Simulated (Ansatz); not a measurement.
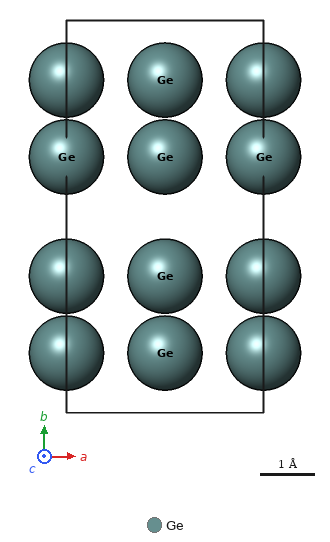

Fig. 1: The structure as given in the input (spheres-only view of the cell 2 times as large as that of the calculation, set on its symmetry axes, along the c axis).

Ge: geometry relaxation

The run: geometry relaxation of Ge (Cmce, 4 atoms in the cell). Method and program: DFT PBE, scalar-relativistic, plane waves, PAW, no spin polarisation (Ansatz 0.2.0).

The structure was made by a generator, so it may or may not be a known phase.

Input file:
```yaml
crystal:
  lattice:
    - [1.8492770782, -3.6809868821, 0.0]
    - [1.8492770782, 3.6809868821, 0.0]
    - [0.0, 0.0, 6.366505886]
  atoms:
    - { symbol: Ge, position: [0.1519191698, 0.8480808302, 0.405296866] }
    - { symbol: Ge, position: [0.3480808302, 0.6519191698, 0.905296866] }
    - { symbol: Ge, position: [0.8480808302, 0.1519191698, 0.594703134] }
    - { symbol: Ge, position: [0.6519191698, 0.3480808302, 0.094703134] }
basis:
  ecutwfc: 420
kpoints:
  mp_grid: { grid: [14, 14, 8] }
hamiltonian:
  xc: pbe
scf:
  occupations: { method: gaussian, width: 0.1 }
output:
  forces: true
  stress: true
  eigenvalues: true
relax:
  adjacent_minimum: "off"
  f_tol: 0.01
  max_steps: 80
  cell: { stress_tol: 0.05 }
```

Hardware: 1 thread of Intel Xeon (Sapphire Rapids), 16 GiB of memory available, shared host.

Launch command:
```bash
ansatz run input.yaml --threads 1 --pin off --max-ram 2560MiB --backend cpu --events-out ev --progress --plain --runs-dir out
```

Output:
```
Engine: ansatz 0.2.0, x86_64-unknown-linux-gnu
Pseudopotentials: kind: paw
Pseudopotential: Ge, paw, valence charge 14, recommended cutoff 420 eV (normal), Ge.paw.azcp
Functional definition: PBE
  parameter kappa = 0.804
  parameter beta = 0.06672455060314922
  exchange = pbe_x(kappa = kappa, mu = beta*pi^2/3)
  correlation = pbe_c(beta = beta)
Crystal: 4 atoms, lattice volume = 86.676 Å³
Basis set: ecut = 420 eV, 1711 PW (Γ), exchange–correlation on 60×60×90 points (8 copies of the dense FFT grid, shifted against one another)
Bands: 34, of which v1, the nominal top of the filled ones, is band 28 counted from 1 (27 counted from 0)
Symmetry: 8 space group operations
Space group: Cmce (ITA 64), of the structure as read, at distance tolerance 4.4e-5 Å
k-points: 285 of 1568
Non-local potential: Ge, projectors of the file, l = 0: 2, l = 1: 2, l = 2: 3, l = 3: 1
PAW form: soft (Blöchl's): semilocal exchange-correlation on the pseudo side does not see the compensation charge
PAW one-centre angular grid: Ge, 590 points (default); XC on 64 Gauss nodes
Initial density: superposition of atomic densities (neutral atoms: chi_scale 0, normalization atom), corrected by the library's trained network
Initial wavefunctions: pseudopotential atomic-orbital guess
Functional: x = pbe(κ = 0.804, μ = 0.2195149727645171), c = pbe(β = 0.06672455060314922)
SCF iter   1: F=—  HF=-17179.049476 eV  |F-HF|=—  |Δ(HF+E_count)|=         —  Δρ=1.62e-3  dr2=2.36e-3  ethr=1.77e-3  ⟨swp⟩=5.7  Hψ=36706  notcnv=0  defer=18
preconditioner: auto → Kerker (q_TF=auto, 2.537 Å⁻¹)  [metal: Δε(μ)=0.002 eV  Ē_g=22.277 eV  σ=0.100 eV  W_gap=0.01  n_scr=22 (ndim 8)  ℏωp=29.8 eV  f_vac=0.000  D(μ)=1.22/eV (n_scr^D=2)]
SCF iter   2: F=—  HF=-17179.048336 eV  |F-HF|=—  |Δ(HF+E_count)|=   1.14e-3  Δρ=1.13e-3  dr2=1.08e-3  ethr=4.21e-6  ⟨swp⟩=2.0  Hψ=17678  notcnv=0  defer=18
SCF iter   3: F=—  HF=-17179.048406 eV  |F-HF|=—  |Δ(HF+E_count)|=   7.00e-5  Δρ=5.41e-4  dr2=3.49e-4  ethr=1.93e-6  ⟨swp⟩=2.0  Hψ=15234  notcnv=0  defer=18
SCF iter   4: F=—  HF=-17179.048428 eV  |F-HF|=—  |Δ(HF+E_count)|=   2.25e-5  Δρ=2.62e-4  dr2=4.76e-5  ethr=6.23e-7  ⟨swp⟩=2.0  Hψ=11568  notcnv=0  defer=18
SCF iter   5: F=—  HF=-17179.048413 eV  |F-HF|=—  |Δ(HF+E_count)|=   1.55e-5  Δρ=5.63e-5  dr2=3.60e-6  ethr=8.49e-8  ⟨swp⟩=2.0  Hψ=17275  notcnv=0  defer=18
SCF iter   6: F=—  HF=-17179.048413 eV  |F-HF|=—  |Δ(HF+E_count)|=   1.53e-7  Δρ=2.86e-5  dr2=4.08e-7  ethr=6.42e-9  ⟨swp⟩=2.0  Hψ=17279  notcnv=0  defer=18
SCF iter   7: F=-17179.048413 eV  HF=-17179.048413 eV  |F-HF|=3.90e-8  |Δ(HF+E_count)|=   1.01e-7  Δρ=6.75e-6  dr2=2.54e-8  ethr=1.79e-10  ⟨swp⟩=6.9  Hψ=34480  notcnv=0
SCF 1 converged in 7 iterations: F = -17179.048413 eV  dr2 = 2.54e-8
  greatest PAW one-centre occupation: 0.998 electrons in one spin orbital (limit 2), on the Ge atom at site 3 (counted from 0), in its partial waves of l = 2
relax step   1: F+E_penalty+E_count = -17179.04841272 eV  Δ(F+E_penalty+E_count) = +0.000e0 eV  max|allowed force component| = 4.373e-2 eV/Å  Δτ_max = 0.0000 Å  P = -0.003 GPa  Ω = 86.676 Å³  (7 SCF iters, dr2 threshold 1.00e-7 eV, accepted)
Crystal: 4 atoms, lattice volume = 86.744 Å³
Initial density: handed on by an earlier stage of this run
Initial wavefunctions: those handed on with the density
iter 1 solved again at ethr=1.46e-7 eV; its pass at ethr=3.10e-3 eV (dr2=8.16e-5 eV) is discarded
SCF iter   1: F=—  HF=-17179.049401 eV  |F-HF|=—  |Δ(HF+E_count)|=         —  Δρ=3.61e-4  dr2=8.76e-5  ethr=1.46e-7  ⟨swp⟩=2.2  Hψ=44766  notcnv=0
preconditioner: auto → Kerker (q_TF=auto, 2.536 Å⁻¹)  [metal: Δε(μ)=0.013 eV  Ē_g=22.268 eV  σ=0.100 eV  W_gap=0.07  n_scr=22 (ndim 8)  ℏωp=29.8 eV  f_vac=0.000  D(μ)=1.28/eV (n_scr^D=2)]
SCF iter   2: F=—  HF=-17179.049393 eV  |F-HF|=—  |Δ(HF+E_count)|=   8.40e-6  Δρ=2.17e-4  dr2=3.43e-5  ethr=1.46e-7  ⟨swp⟩=1.0  Hψ=9696  notcnv=0
SCF iter   3: F=—  HF=-17179.049390 eV  |F-HF|=—  |Δ(HF+E_count)|=   3.14e-6  Δρ=2.98e-5  dr2=7.39e-7  ethr=6.12e-8  ⟨swp⟩=2.2  Hψ=12597  notcnv=0
SCF iter   4: F=-17179.049390 eV  HF=-17179.049390 eV  |F-HF|=1.00e-7  |Δ(HF+E_count)|=   4.31e-8  Δρ=9.71e-6  dr2=8.12e-8  ethr=2.65e-10  ⟨swp⟩=5.0  Hψ=40894  notcnv=0
SCF 2 converged in 4 iterations: F = -17179.049390 eV  dr2 = 8.12e-8
relax step   2: F+E_penalty+E_count = -17179.04938961 eV  Δ(F+E_penalty+E_count) = -9.769e-4 eV  max|allowed force component| = 1.850e-2 eV/Å  Δτ_max = 0.0041 Å  P = -0.036 GPa  Ω = 86.744 Å³  energy of the carried Pulay correction = -1.192e-5 eV  (4 SCF iters, dr2 threshold 1.48e-7 eV, accepted)
Crystal: 4 atoms, lattice volume = 86.679 Å³
iter 1 solved again at ethr=5.32e-8 eV; its pass at ethr=3.10e-3 eV (dr2=2.98e-5 eV) is discarded
SCF iter   1: F=—  HF=-17179.049558 eV  |F-HF|=—  |Δ(HF+E_count)|=         —  Δρ=2.16e-4  dr2=3.28e-5  ethr=5.32e-8  ⟨swp⟩=2.0  Hψ=43801  notcnv=0
preconditioner: auto → Kerker (q_TF=auto, 2.537 Å⁻¹)  [metal: Δε(μ)=0.018 eV  Ē_g=22.271 eV  σ=0.100 eV  W_gap=0.10  n_scr=22 (ndim 8)  ℏωp=29.8 eV  f_vac=0.000  D(μ)=1.28/eV (n_scr^D=2)]
SCF iter   2: F=—  HF=-17179.049556 eV  |F-HF|=—  |Δ(HF+E_count)|=   2.48e-6  Δρ=1.28e-4  dr2=1.28e-5  ethr=5.32e-8  ⟨swp⟩=1.0  Hψ=9696  notcnv=0
SCF iter   3: F=—  HF=-17179.049552 eV  |F-HF|=—  |Δ(HF+E_count)|=   3.36e-6  Δρ=1.92e-5  dr2=3.34e-7  ethr=2.29e-8  ⟨swp⟩=2.6  Hψ=15391  notcnv=0
SCF iter   4: F=—  HF=-17179.049552 eV  |F-HF|=—  |Δ(HF+E_count)|=   6.66e-8  Δρ=8.16e-6  dr2=4.18e-8  ethr=5.96e-10  ⟨swp⟩=2.0  Hψ=17659  notcnv=0
SCF iter   5: F=-17179.049552 eV  HF=-17179.049552 eV  |F-HF|=4.76e-9  |Δ(HF+E_count)|=   2.32e-8  Δρ=3.24e-6  dr2=9.83e-9  ethr=4.80e-11  ⟨swp⟩=4.0  Hψ=29168  notcnv=0
SCF 3 converged in 5 iterations: F = -17179.049552 eV  dr2 = 9.83e-9
  greatest PAW one-centre occupation: 0.998 electrons in one spin orbital (limit 2), on the Ge atom at site 2 (counted from 0), in its partial waves of l = 2
relax step   3: F+E_penalty+E_count = -17179.04955207 eV  Δ(F+E_penalty+E_count) = -1.625e-4 eV  max|allowed force component| = 3.101e-3 eV/Å  Δτ_max = 0.0027 Å  P = +0.019 GPa  Ω = 86.679 Å³  energy of the carried Pulay correction = -6.034e-7 eV  (5 SCF iters, dr2 threshold 2.69e-8 eV, accepted)
Initial wavefunctions: pseudopotential atomic-orbital guess (no wavefunctions were taken with the density)
iter 1 solved again at ethr=1.14e-7 eV; its pass at ethr=3.10e-3 eV (dr2=6.40e-5 eV) is discarded
SCF iter   1: F=—  HF=-17179.049387 eV  |F-HF|=—  |Δ(HF+E_count)|=         —  Δρ=1.27e-4  dr2=3.05e-7  ethr=1.14e-7  ⟨swp⟩=2.3  Hψ=56476  notcnv=0
preconditioner: auto → Kerker (q_TF=auto, 2.537 Å⁻¹)  [metal: Δε(μ)=0.019 eV  Ē_g=22.271 eV  σ=0.100 eV  W_gap=0.11  n_scr=22 (ndim 8)  ℏωp=29.8 eV  f_vac=0.000  D(μ)=1.28/eV (n_scr^D=2)]
SCF iter   2: F=—  HF=-17179.049514 eV  |F-HF|=—  |Δ(HF+E_count)|=   1.26e-4  Δρ=6.47e-5  dr2=8.02e-8  ethr=5.44e-10  ⟨swp⟩=2.2  Hψ=17277  notcnv=0
SCF iter   3: F=—  HF=-17179.049557 eV  |F-HF|=—  |Δ(HF+E_count)|=   4.37e-5  Δρ=1.29e-6  dr2=9.98e-10  ethr=1.43e-10  ⟨swp⟩=1.0  Hψ=9699  notcnv=0
SCF iter   4: F=—  HF=-17179.049557 eV  |F-HF|=—  |Δ(HF+E_count)|=   1.96e-9  Δρ=7.51e-7  dr2=6.06e-10  ethr=1.78e-12  ⟨swp⟩=2.0  Hψ=17625  notcnv=0
SCF iter   5: F=—  HF=-17179.049557 eV  |F-HF|=—  |Δ(HF+E_count)|=  9.97e-10  Δρ=3.39e-7  dr2=1.21e-10  ethr=1.08e-12  ⟨swp⟩=2.0  Hψ=11316  notcnv=0
SCF iter   6: F=-17179.049557 eV  HF=-17179.049557 eV  |F-HF|=3.64e-12  |Δ(HF+E_count)|=  4.11e-10  Δρ=5.71e-8  dr2=2.90e-12  ethr=1.00e-12  ⟨swp⟩=4.0  Hψ=29074  notcnv=0
SCF 4 converged in 6 iterations: F = -17179.049557 eV  dr2 = 2.90e-12
relax step   4: F+E_penalty+E_count = -17179.04955734 eV  Δ(F+E_penalty+E_count) = -5.277e-6 eV  max|allowed force component| = 3.093e-3 eV/Å  Δτ_max = 0.0000 Å  P = +0.019 GPa  Ω = 86.679 Å³  stress off target by 4.66e-2 GPa  SCF on the basis re-selected at this cell (its energy is not comparable with the rows above)  (6 SCF iters)
```

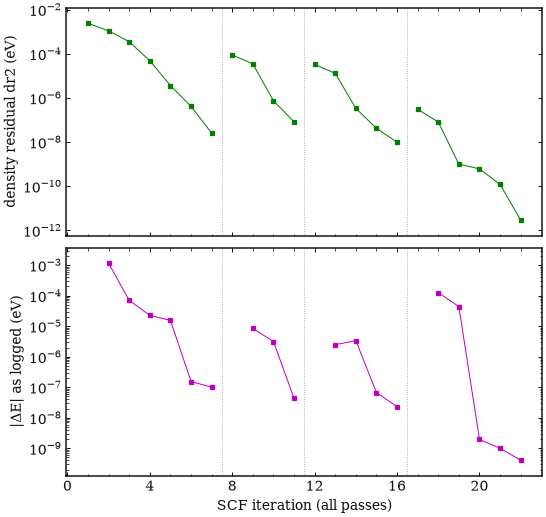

Fig. 2: Convergence of the self-consistent field: density residual dr2 and size of the energy change against the SCF iteration. The dotted lines part the SCF passes of the relaxation: geometry steps, rejected trials and re-solves on a re-selected basis. The passes take 7, 4, 5 and 6 iterations.

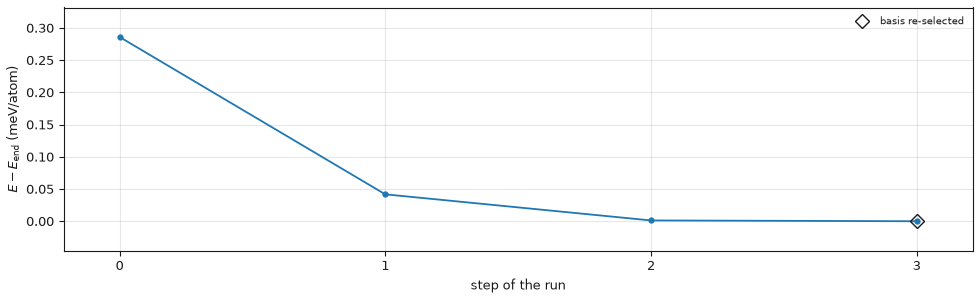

Fig. 3: Progress of the relaxation, step by step (the first geometry is step 0 here and step 1 in the log). The largest moves relative to the cell, 0.007 Å, are those of Ge1, Ge2, Ge3 and Ge4. Distances before and after: Ge1–Ge3 2.638 → 2.627 Å, Ge1–Ge4 2.707 → 2.718 Å. The space group stays Cmce (No. 64). Over 2 geometry steps the energy falls by 0.3 meV per atom. Largest force component: 0.044 eV/Å at the start, 0.0031 eV/Å at the end. Pressure: 0.00 GPa at the start and 0.02 GPa at the end. A last SCF at the same geometry on a re-selected plane-wave basis shifts the energy by next to nothing (0.0 meV per atom). (Atoms are counted from 1 in the order of the input.)

```
basis re-selected at this cell: Δ(F+E_penalty+E_count) = -5.277e-6 eV, ΔP = +0.000 GPa vs the last step (what re-selecting the basis moved, of the pressure what is left beyond the Pulay correction that the steps carried, after the strain that the cell walked since its last selection, with what the two solves' SCF thresholds leave and, on support functions, any second-order correction that the steps lacked; it is no measure of the basis error at this ecutwfc). This SCF's stress stands 4.66e-2 GPa from its target on what of the cell is left free (relax.cell.stress_tol is 5.00e-2 GPa) and its largest allowed force component is 3.09e-3 eV/Å (relax.f_tol is 1.00e-2 eV/Å): within both
SCF converged after 6 iterations
Free energy (F): -17179.049557 eV
Harris-Foulkes:  -17179.049557 eV  (|F-HF|=3.64e-12)
Internal energy: -17179.043164 eV  (E = F + TS)
E sigma→0 (E₀):  -17179.046360 eV
Entropy (-TS):   -0.006394 eV (-1.598 meV/atom)
Fermi energy:    8.968145 eV
--- Per-component energies (eV) ---
  E_band       = -564.157819
  E_kinetic    = 441.677444
  E_local      = -9394.898054  (includes V_loc(G=0)·N_el)
  E_nonlocal   = 1666.818531
  E_hartree    = 4108.605808
  E_xc         = -301.282514
  E_vxc        = -256.868873  (∫ρ·V_xc dr)
  E_paw        = -8072.077897  (= ΣΔE_a)
  E_vpaw       = -1238.099604  (= ΣTr[D̂ρ^β])
  E_aug_tail   = 0.001226  (compensation charges beyond the density's cutoff)
  E_ewald      = -5627.887707
  E_smearing   = -0.006394  (= −TS)
  E_closure    = -0.000000  (closes the sum)
  Σ components = -17179.049557   (vs F -17179.049557, Δ=0.00e0)
--- Forces (eV/Å), atoms counted from 1 ---
  atom   1  Ge     0.00000000    -0.00147284     0.00309286
  atom   2  Ge     0.00000000     0.00147284     0.00309286
  atom   3  Ge     0.00000000     0.00147284    -0.00309286
  atom   4  Ge     0.00000000    -0.00147284    -0.00309286
  max |Σ_I F_I| component: 0.00e0 eV/Å
--- Stress (GPa, compression-positive) ---
        0.046558       0.000000      -0.000000
        0.000000       0.008576      -0.000000
       -0.000000      -0.000000       0.002396
  P = ⅓ Tr σ = 0.0192 GPa (0.192 kbar)
--- Band table (eV; the first three rows and the last of 285) ---
  k-point 0: bands = ["-15.7439", "-15.7080", "-15.6887", "-15.6878", "-15.6640", "-15.6536", "-15.6519", "-15.5974", "-15.5937", "-15.5853", "-15.5824", "-15.5651", "-15.5574", "-15.5245", "-15.5223", "-15.4993", "-15.4941", "-15.4820", "-15.4593", "-15.4402", "-3.5498", "-0.8446", "0.8257", "7.4041", "7.8894", "8.6077", "9.0414", "9.3236", "9.6367", "10.6421", "11.6111", "12.6132", "13.1045", "13.4615"]
  k-point 1: bands = ["-15.7421", "-15.7082", "-15.6903", "-15.6900", "-15.6616", "-15.6524", "-15.6511", "-15.6012", "-15.5989", "-15.5933", "-15.5769", "-15.5575", "-15.5544", "-15.5229", "-15.5226", "-15.5005", "-15.4927", "-15.4816", "-15.4606", "-15.4420", "-3.4965", "-1.1532", "1.2292", "7.3892", "7.4473", "8.6544", "8.9179", "9.5783", "9.7208", "10.4520", "11.7921", "12.5889", "12.9325", "13.5135"]
  k-point 2: bands = ["-15.7368", "-15.7080", "-15.6968", "-15.6944", "-15.6555", "-15.6490", "-15.6480", "-15.6094", "-15.6077", "-15.6067", "-15.5678", "-15.5490", "-15.5454", "-15.5227", "-15.5202", "-15.5037", "-15.4887", "-15.4795", "-15.4642", "-15.4473", "-3.3371", "-1.7081", "2.0666", "6.4025", "7.5701", "8.6481", "8.7927", "9.8904", "9.9174", "10.0779", "12.1538", "12.4315", "12.5470", "13.5628"]
  k-point 284: bands = ["-15.7092", "-15.7092", "-15.6677", "-15.6677", "-15.6668", "-15.6668", "-15.6295", "-15.6295", "-15.6008", "-15.6008", "-15.5588", "-15.5588", "-15.5267", "-15.5267", "-15.5231", "-15.5231", "-15.4933", "-15.4933", "-15.4685", "-15.4685", "-1.1508", "-1.1508", "1.3427", "1.3427", "7.1118", "7.1118", "8.1037", "8.1037", "8.6408", "8.6408", "12.6785", "12.6785", "15.0586", "15.0586"]
--- Relaxed structure (3 steps of the walk, 3 accepted, 1 SCFs on fresh bases) ---
  F+E_penalty+E_count = -17179.04955734 eV   max|allowed force component| = 3.093e-3 eV/Å   (the final SCF, on the basis selected at the relaxed cell)
  cell:  # Å, volume = 86.6791 Å³
    - [1.844474075671574, -3.6763502714601293, 0.0]
    - [1.844474075671574, 3.6763502714601293, 0.0]
    - [0.0, 0.0, 6.391387987733644]
  atoms:
    - { symbol: Ge, position: [0.15235849873841284, 0.8476415012615872, 0.4062239397309077] }
    - { symbol: Ge, position: [0.34764150126158716, 0.6523584987384128, 0.9062239397309076] }
    - { symbol: Ge, position: [0.8476415012615872, 0.15235849873841284, 0.5937760602690921] }
    - { symbol: Ge, position: [0.6523584987384128, 0.34764150126158716, 0.09377606026909224] }
```

Trajectory as extended XYZ (Å, eV, eV/Å), 4 frames, from step=1 to step=4:
```
4
Lattice="1.8493 -3.6810 0.0000 1.8493 3.6810 0.0000 0.0000 0.0000 6.3665" Properties=species:S:1:pos:R:3:forces:R:3 step=1 energy=-17179.04841 pressure_GPa=-0.00
Ge    1.8493    2.5626    2.5803    0.0000  -0.0302   0.0437
Ge    1.8493    1.1184    5.7636    0.0000   0.0302   0.0437
Ge    1.8493   -2.5626    3.7862    0.0000   0.0302  -0.0437
Ge    1.8493   -1.1184    0.6029    0.0000  -0.0302  -0.0437
4
Lattice="1.8443 -3.6805 0.0000 1.8443 3.6805 0.0000 0.0000 0.0000 6.3896" Properties=species:S:1:pos:R:3:forces:R:3 step=2 energy=-17179.04939 pressure_GPa=-0.04
Ge    1.8443    2.5605    2.5934    0.0000  -0.0071   0.0185
Ge    1.8443    1.1201    5.7882    0.0000   0.0071   0.0185
Ge    1.8443   -2.5605    3.7962    0.0000   0.0071  -0.0185
Ge    1.8443   -1.1201    0.6014    0.0000  -0.0071  -0.0185
4
Lattice="1.8445 -3.6763 0.0000 1.8445 3.6763 0.0000 0.0000 0.0000 6.3914" Properties=species:S:1:pos:R:3:forces:R:3 step=3 energy=-17179.04955 pressure_GPa=0.02
Ge    1.8445    2.5561    2.5963    0.0000  -0.0015   0.0031
Ge    1.8445    1.1202    5.7920    0.0000   0.0015   0.0031
Ge    1.8445   -2.5561    3.7951    0.0000   0.0015  -0.0031
Ge    1.8445   -1.1202    0.5994    0.0000  -0.0015  -0.0031
4
Lattice="1.8445 -3.6763 0.0000 1.8445 3.6763 0.0000 0.0000 0.0000 6.3914" Properties=species:S:1:pos:R:3:forces:R:3 step=4 energy=-17179.04956 pressure_GPa=0.02
Ge    1.8445    2.5561    2.5963    0.0000  -0.0015   0.0031
Ge    1.8445    1.1202    5.7920    0.0000   0.0015   0.0031
Ge    1.8445   -2.5561    3.7951    0.0000   0.0015  -0.0031
Ge    1.8445   -1.1202    0.5994    0.0000  -0.0015  -0.0031
```

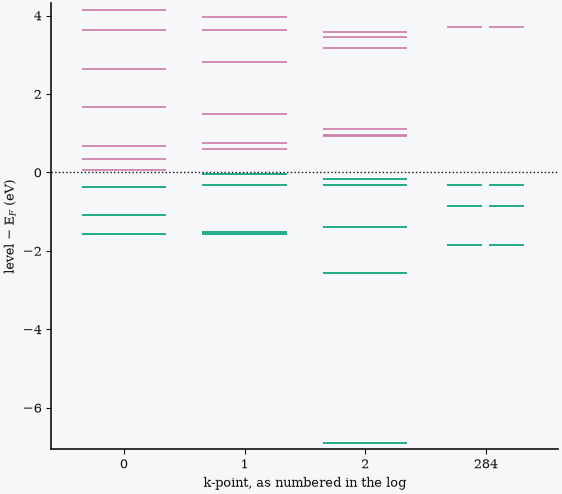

Fig. 4: Kohn–Sham levels near the Fermi level (dotted) at the few k-points that the log prints; levels within 0.02 eV of each other stand side by side. The system is metallic on the full mesh.

Key numbers:

```csv
quantity,value
outcome,converged
space group (tolerance 0.01 Å),Cmce (64)
electrons treated,56
free energy,−17179.0496 eV
Fermi energy,8.968 eV
gap on the k-point mesh,none (metallic)
pressure,0.02 GPa
final volume,86.68 Å³
largest force (length of the vector) at the end,0.003 eV/Å
final cell,"a = 4.113 Å, b = 4.113 Å, c = 6.391 Å, α = 90.00°, β = 90.00°, γ = 126.71°"
wall time,97 s
peak memory,0.85 GiB
```
